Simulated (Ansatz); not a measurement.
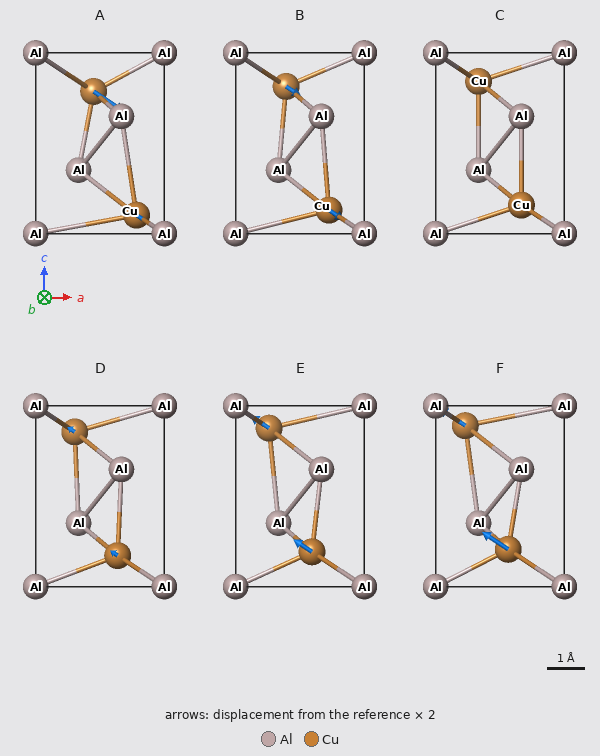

A scan of a crystal of Al₃Cu₂ (P-3m1) along one coordinate. The picture is a ball-and-stick view of the cell of the calculation, seen along the b axis. Blue arrows: displacements from the reference.

Method: DFT PBEsol, scalar-relativistic, plane waves, PAW in Ansatz. Settings: plane-wave cutoff 420 eV; k-point mesh 12 × 12 × 10; occupations gaussian; smearing width 0.15 eV; no spin polarisation. Energies (free energies at the smearing named) are counted from the relaxed crystal.

Which coordinate changes from frame to frame?

The whole Cu sublattice is shifted rigidly, towards the nearest copy of atom 5 (Cu) at 2.841 Å, all else fixed. In the frames the displacement is −0.50 Å (A), −0.25 Å (B), 0.00 Å (C), 0.125 Å (D), 0.3125 Å (E), 0.4375 Å (F). Their energies are 1476 meV/cell, 377 meV/cell, 0 meV/cell, 95 meV/cell, 587 meV/cell, 1139 meV/cell.
